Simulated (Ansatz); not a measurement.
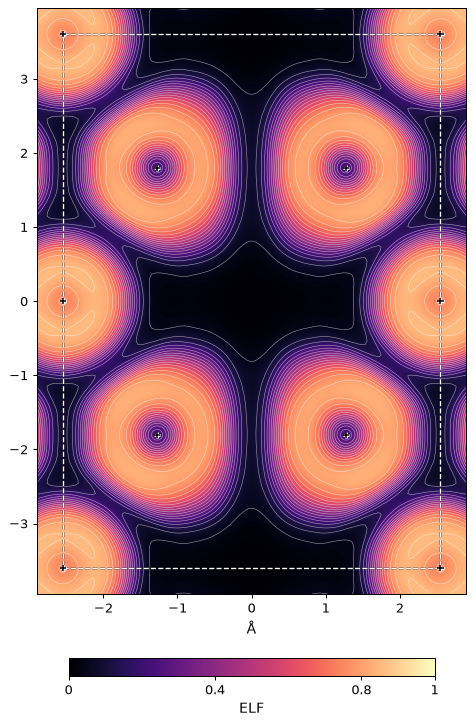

The ELF on a plane through atoms (crosses mark nuclei in the plane).

Method: DFT PBE, scalar-relativistic, plane waves, PAW (Ansatz 0.2.0).

Candidates:
A. HfO2, a = 5.10 Å, b = 5.10 Å, c = 5.10 Å, α = 90.00°, β = 90.00°, γ = 90.00°. Space group Fm-3m.
B. Cu (slab), a = 2.57 Å, b = 2.57 Å, c = 18.19 Å, α = 90.00°, β = 90.00°, γ = 120.00°. Computed without spin polarisation.

> Which candidate gave the map?

Candidate A: HfO2 on the (011) plane of the conventional cell, which holds Hf and O. Hf–O (2.21 Å): the ELF peaks at about 0.85 in the valence shell of O, 0.6 Å from its nucleus, and drops to about 0.15 between the two atoms; no localised pair shows between them.
